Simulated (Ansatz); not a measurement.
System: Ta.

The calculation's input:

```
crystal:
  lattice:
    - [2.6796217643, 0.0, 0.0]
    - [0.0, 2.6796217643, 0.0]
    - [0.0, 0.0, 2.6796217643]
  atoms:
    - { symbol: Ta, position: [0.0, 0.0, 0.0] }
hamiltonian:
  xc: revpbe
  pseudopotentials:
    kind: paw
    azcp:
      Ta: "pseudopotentials/Ta.paw.azcp"
basis:
  ecutwfc: 420
  fft_grid_basis: typed
kpoints:
  mp_grid: { grid: [13, 13, 13], shift: [0, 0, 0] }
magnetization:
  spin_polarized: false
scf:
  occupations: { method: fermi_dirac, width: 0.1 }
  lower_state_search: "off"
output:
  stress: true
  write_density: true
  write_potential: true
  elf: true
  volumetric_format: npy
```

Below, planes, directions and counts refer to the conventional cell (a = 2.68 Å, b = 2.68 Å, c = 2.68 Å, α = 90.00°, β = 90.00°, γ = 90.00°).

Space group Pm-3m; set up as Ta, simple cubic; a generated structure, not necessarily the stable one; changed on purpose from its base cell (volume × 0.92); computed pressure about 14 GPa in this cell; computed without spin polarisation.

Theory: Ansatz, DFT, revPBE, plane waves (420 eV) with PAW, scalar-relativistic.

Question: What can the converged valence pseudo-density and electron localisation function tell about the bonding?

Answer: Ta–Ta (2.68 Å): ρ is about 0.44 e/Å³ halfway; the ELF is about 0.40 at the midpoint.

Question: Does the calculation make it a metal, or give it a gap?

Answer: It is gapless in this calculation (a metal or semimetal).

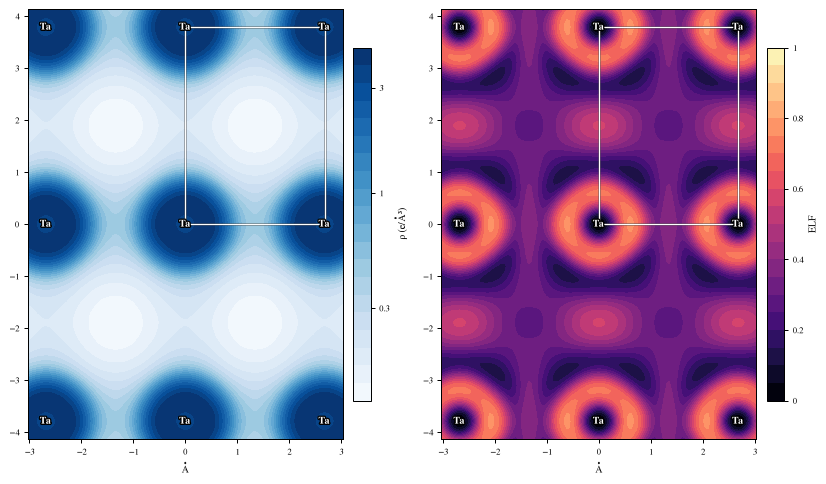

Computed valence pseudo-density and electron localisation function on the (011) plane of the conventional cell, in this order. 
